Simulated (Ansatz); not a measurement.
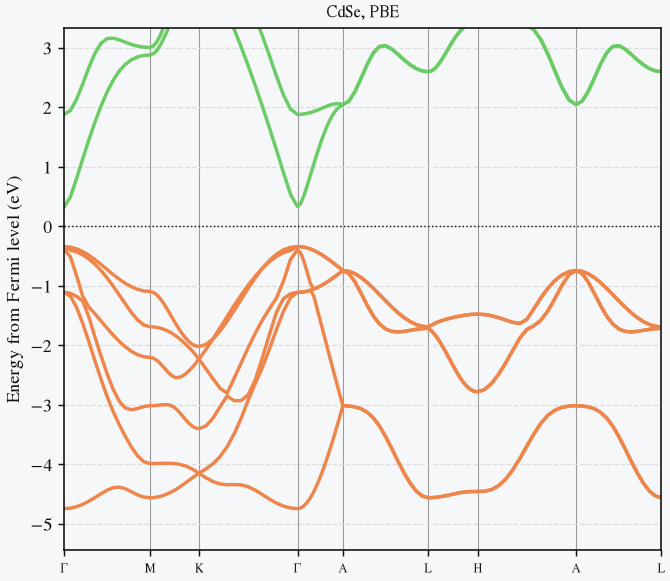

Band structure. Energies are counted from the Fermi level. The path runs straight from each named point to the next.

> Which Bravais lattice do the labels of the path belong to?

A hexagonal (primitive) lattice: the path Γ–M–K–Γ–A–L–H–A–L runs through the special points of its Brillouin zone.

Input of the run:

```
crystal:
  lattice:
    - [4.2984999142, 0.0, 0.0]
    - [-2.1492499571, 3.7226101239, 0.0]
    - [0.0, 0.0, 7.0152]
  atoms:
    - { symbol: Cd, position: [0.6666666667, 0.3333333333, 0.0] }
    - { symbol: Cd, position: [0.3333333333, 0.6666666667, 0.5] }
    - { symbol: Se, position: [0.6666666667, 0.3333333333, 0.375] }
    - { symbol: Se, position: [0.3333333333, 0.6666666667, 0.875] }
kpoints:
  mp_grid: { grid: [7, 7, 4] }
  band_path:
    path:
      - [0.0, 0.0, 0.0]
      - [0.5, 0.0, 0.0]
      - [0.3333333333, 0.3333333333, 0.0]
      - [0.0, 0.0, 0.0]
      - [0.0, 0.0, 0.5]
      - [0.5, 0.0, 0.5]
      - [0.3333333333, 0.3333333333, 0.5]
      - [0.0, 0.0, 0.5]
      - [0.5, 0.0, 0.5]
    npoints: 14
scf:
  occupations: { method: fermi_dirac, width: 0.02 }
hamiltonian:
  xc: pbe
  pseudopotentials: { kind: all_electron, lapw: { basis_error: 0.0005 } }
output:
  forces: true
  stress: true
  eigenvalues: true
  populations: true
  dos: { projected: true, de: 0.2, e_range: [-14, 8] }
```

Command:
```bash
ansatz run input.yaml --threads 1 --pin off --max-ram 4096MiB --backend cpu --events-out ev --progress --plain --runs-dir out
```

> What does the band structure say about the gap?

A semiconductor. The gap along this path is 0.67 eV and direct: both edges lie at Γ.

> How many bands meet at the valence-band top?

Two bands meet at the valence-band top at Γ: it is doubly degenerate (spin aside). The next level lies only 0.05 eV lower.
